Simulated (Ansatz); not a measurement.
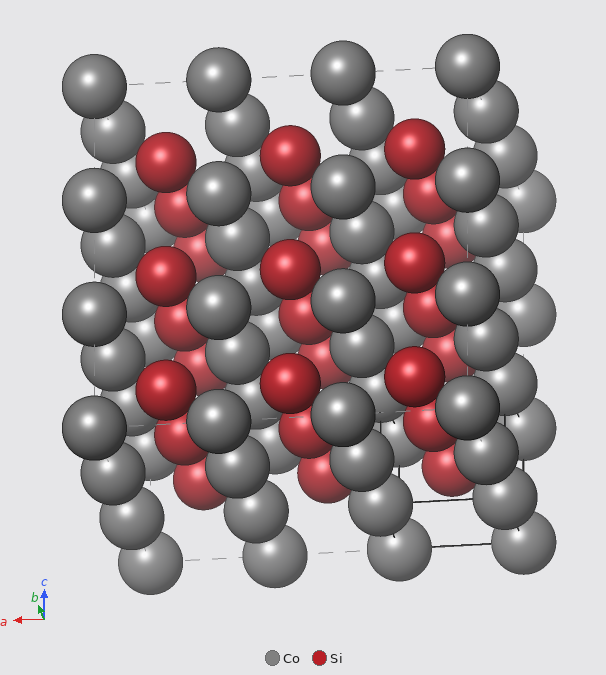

Spheres-only drawing of the structure, looking from a general direction. Solid lines give the unit cell, repeated here 3×3×3 times. Cell: a = 2.810 Å, b = 2.810 Å, c = 2.726 Å, α = 90.00°, β = 90.00°, γ = 90.00°.

It has the composition CoSi. Strictly the space group is P4/mmm (No. 123, within 0.01 Å). It is a distorted form of a primitive cubic structure, space group Pm-3m (No. 221) within 0.25 Å: caesium chloride (CsCl, B2) type. It has 2 atoms to the cell (1 Co, 1 Si). The Co atoms are each bonded to eight Si in a cubic arrangement at about 2.4 Å. Si is coordinated by eight Co in a cubic arrangement at about 2.4 Å. Not all metal-metal contacts are counted.

Starting structure: a structure listed in the Materials Project. The cell was then strained or its atoms displaced on purpose. It was the input of a calculation with Ansatz.
